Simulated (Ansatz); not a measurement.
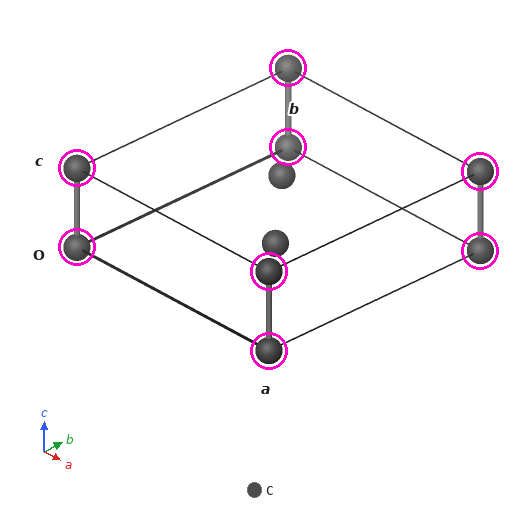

One unit cell; the ringed atoms, with their copies on corners, edges and faces, form one crystallographic orbit. Crystal: C, the geometry relaxed with Ansatz, DFT PBE, scalar-relativistic, plane waves, PAW; the starting structure was generated, so it need not be a known form of this composition. The drawing is computed from the coordinates (standard cell, symmetry found to 0.002 Å).

a = 6.273 Å, b = 6.273 Å, c = 1.284 Å, α = 90.00°, β = 90.00°, γ = 120.00°; space group P6/mmm, No. 191.

**Which Wyckoff position do the ringed atoms fill?**

C on 1a, site symmetry 6/mmm: 24 operations a cell over 24 that keep the site give 1 atom, with 0 free parameters.

**List their coordinates.**

(0, 0, 0).
